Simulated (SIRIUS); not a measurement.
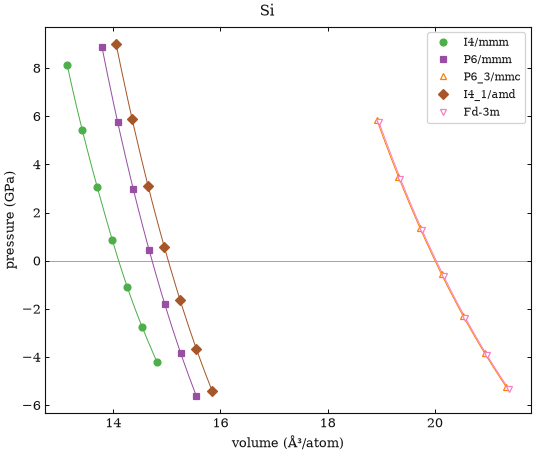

The plot gives the computed pressure against volume, with one curve for each structure, for Si.

Calculation (SIRIUS 7.12.0): plane-wave DFT, no spin polarisation; energies at scaled volumes of the given cell, shape and fractions fixed, counted from the fit's minimum, third-order Birch-Murnaghan fit. Level: PBEsol.

occupations Fermi–Dirac; smearing width 0.05 eV; potentials dojo sr pbesol 0.4.1 standard; wave cutoff 489.8 eV; density cutoff 1959 eV.

Settings that differ: I4/mmm: k mesh 13×13×13; P6/mmm: k mesh 12×12×11; P6_3/mmc: k mesh 8×8×4; I4_1/amd: k mesh 11×11×11; Fd-3m: k mesh 8×8×8.

The numbers behind the figure:

I4/mmm:
```tsv
volume (Å³/atom)	pressure (GPa)
13.14	8.13
13.42	5.44
13.70	3.07
13.98	0.88
14.26	-1.08
14.54	-2.75
14.82	-4.22
```

P6/mmm:
```tsv
volume (Å³/atom)	pressure (GPa)
13.79	8.88
14.08	5.76
14.37	2.96
14.67	0.45
14.96	-1.81
15.25	-3.82
15.55	-5.61
```

P6_3/mmc:
```tsv
volume (Å³/atom)	pressure (GPa)
18.92	5.85
19.32	3.48
19.72	1.35
20.13	-0.57
20.53	-2.30
20.93	-3.85
21.33	-5.25
```

I4_1/amd:
```tsv
volume (Å³/atom)	pressure (GPa)
14.053	8.99
14.352	5.88
14.651	3.09
14.950	0.59
15.249	-1.65
15.548	-3.65
15.847	-5.42
```

Fd-3m:
```tsv
volume (Å³/atom)	pressure (GPa)
18.95	5.76
19.36	3.40
19.76	1.27
20.16	-0.64
20.57	-2.37
20.97	-3.92
21.37	-5.31
```

Keep in mind: shape and atomic fractions are frozen while scaling, which makes layered, chain and framework solids too stiff.
